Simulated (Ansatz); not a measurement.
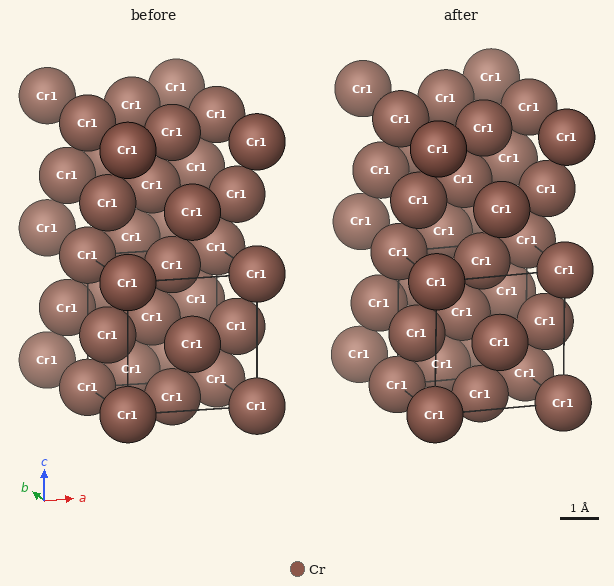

Left: a crystal of Cr (a generated structure, set up in Fm-3m). Right: the same structure after one change, at the same scale. Style: spheres-only. Shown: the conventional cell (4 times the calculation's cell), repeated 1 × 2 × 2 with one cell outlined, slightly off an axis. Lengths and directions refer to the drawn axes.

Method: Ansatz, DFT, PBE, PAW with Ansatz's default frozen-core files, scalar-relativistic. Set-up: plane-wave cutoff 420 eV; k-point mesh 20 × 20 × 20; occupations fermi dirac; smearing width 0.05 eV; collinear spin.

Q: Which change leads from the left to the right?

A: The cell is strained by +4.0 % along [1 1 1] and −2.0 % across it (volume −0.1 %), the atoms keeping their fractional coordinates. No relaxation follows.

Q: How do the computed properties respond?

A: Among the bonded contacts that change: Cr–Cr 2.561 → 2.510 to 2.614 Å. The space group (tolerance 0.01 Å) goes from Fm-3m (No. 225) to R-3m (No. 166). It lowers the energy by 8.0 meV per atom. Pressure: 0.0 GPa before, 0.6 GPa after. The principal stresses (compression positive) are 1.2 GPa along [1 1 1] and 0.3 GPa across it. All forces vanish by symmetry.
